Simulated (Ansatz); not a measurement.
**HfO$_{2}$: density, localisation and related maps**

```yaml
crystal:
  lattice:
    - [0.00000, 0.00000, -5.09784]
    - [0.00000, 5.09784, 0.00000]
    - [5.09784, 0.00000, 0.00000]
  atoms:
    - { symbol: Hf, position: [0.00000, 0.73972, 0.25000] }
    - { symbol: Hf, position: [0.50000, 0.23972, 0.25000] }
    - { symbol: Hf, position: [0.00000, 0.26028, 0.75000] }
    - { symbol: Hf, position: [0.50000, 0.76028, 0.75000] }
    - { symbol: O, position: [0.25007, 0.50000, 0.48270] }
    - { symbol: O, position: [0.75007, 0.00000, 0.48270] }
    - { symbol: O, position: [0.24993, 0.00000, 0.01730] }
    - { symbol: O, position: [0.74993, 0.50000, 0.01730] }
    - { symbol: O, position: [0.25007, 0.50000, 0.98270] }
    - { symbol: O, position: [0.75007, 0.00000, 0.98270] }
    - { symbol: O, position: [0.24993, 0.00000, 0.51730] }
    - { symbol: O, position: [0.74993, 0.50000, 0.51730] }
```

Space group C2/c; a point of a scan over the structure, not its minimum; not relaxed (largest force 0.3 eV/Å); PAW files of the earlier set (soft_1).

These are results of DFT PBE, scalar-relativistic, plane waves, PAW (Ansatz), not measurements.

The density is the valence pseudo-density of a PAW calculation; it isn't the true density close to the nuclei.

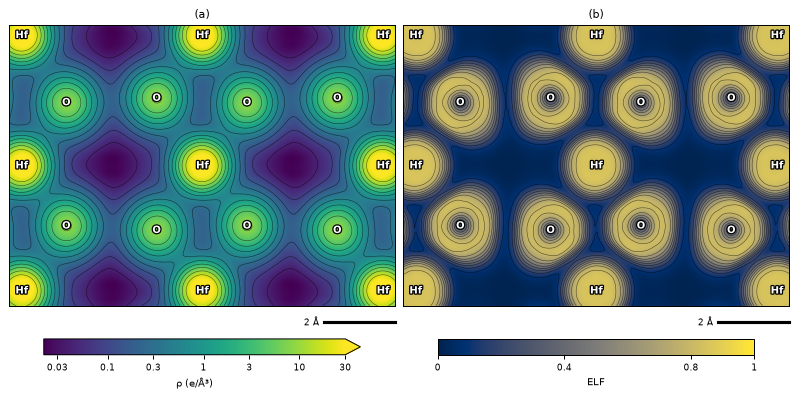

Figure 1. (a) valence electron density; (b) ELF on the (011) plane of the conventional cell.

What do the fields say about this system?

Atoms in the plane: Hf and O.
Hf–O (2.13 Å): the density is about 0.64 e/Å³ at the midpoint; the ELF peaks at about 0.85 in the valence shell of O, 0.6 Å from its nucleus, and drops to about 0.20 between the two atoms (no localised pair shows between them).
Hf–O (2.19 Å): ρ is about 0.55 e/Å³ halfway; the ELF peaks at about 0.85 in the valence shell of O, 0.6 Å from its nucleus, and drops to about 0.15 between the two atoms; no shared electron pair shows on this line.
Hf–O (2.23 Å): the density is about 0.5 e/Å³ at the midpoint; the ELF peaks at about 0.85 in the valence shell of O, 0.6 Å from its nucleus, and drops to about 0.15 between the two atoms (no localised pair shows between them).
Hf–O (2.29 Å): ρ at the midpoint is about 0.43 e/Å³; the ELF peaks at about 0.85 in the valence shell of O, 0.6 Å from its nucleus, and drops to about 0.15 between the two atoms (no localised pair shows between them).
Between the atoms the lowest density in this plane is 0.02 e/Å³.
The features right at Hf lie inside the PAW spheres, where the map follows smoothed inner orbitals and isn't to be read closely.

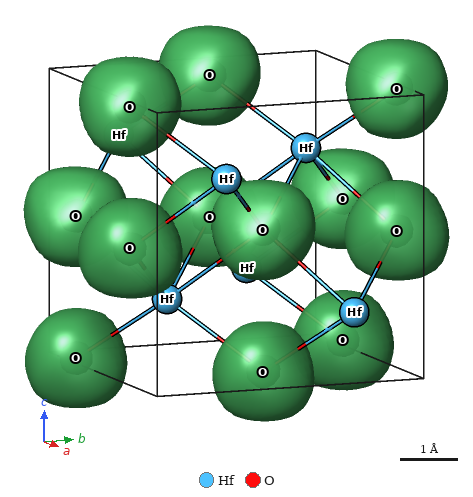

Figure 2. Isosurface of the ELF at 0.6 (green), seen slightly off an axis. Only the valence region is drawn (cores and ρ < 0.01 e/Å³ removed). Sticks mark near contacts.

What do the ELF domains correspond to?

At this value the surface marks out eight regions wrapped around O (the valence shell of each), counted in one cell of 12 atoms. Any copies at cell faces, edges or corners count once.

Metal or insulator at this level of theory?

It is gapped, with a Kohn–Sham gap of 4.0 eV on the k-point mesh, an upper bound to the gap of this method.
